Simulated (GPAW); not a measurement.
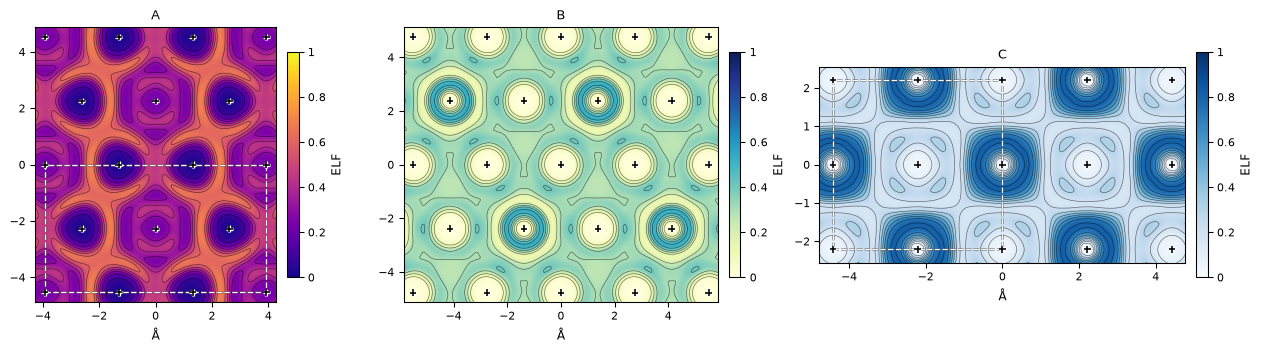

The ELF of 3 systems, each on a plane through atoms (crosses mark nuclei in the plane).

Computed with GPAW 26.7.0, Kohn-Sham DFT of a periodic cell, PBEsol, PAW data sets made by gpaw-setup for the functional.

System 1: TiPt3, the (111) plane of the conventional cell. Space group Pm-3m.

```xyz
4
Lattice="3.8970 0.0000 0.0000 0.0000 3.8970 0.0000 0.0000 0.0000 3.8970" Properties=species:S:1:pos:R:3 pbc="T T T"
Pt    1.9485    1.9485    0.0000
Pt    1.9485    0.0000    1.9485
Pt    0.0000    1.9485    1.9485
Ti    0.0000    0.0000    0.0000
```

System 2: Si2Mo, the (110) plane of the conventional cell. Space group I4/mmm; not relaxed (largest force 0.3 eV/Å); computed pressure about −2 GPa in this cell.

System 3: TaN, the (010) plane of the conventional cell. Space group Fm-3m; a structure from a database of computed crystals, not necessarily the ambient phase; computed pressure about −11 GPa in this cell.

> Which map belongs to which system?

Panel A is system 2, Si2Mo: the plane holds Mo and Si. Si–Mo (2.62 Å): the ELF peaks at about 0.65 in the valence shell of Si, 1.0 Å from its nucleus, and is about 0.45 at the midpoint. Panel B is system 1, TiPt3: the plane holds Pt and Ti. Pt–Pt (2.76 Å): the ELF is about 0.30 at the midpoint: no shared electron pair shows on this line. Panel C is system 3, TaN: the plane holds Ta and N. Ta–N (2.21 Å): the ELF peaks at about 0.80 in the valence shell of N, 0.6 Å from its nucleus, and is about 0.20 at the midpoint: no localised pair shows between them.
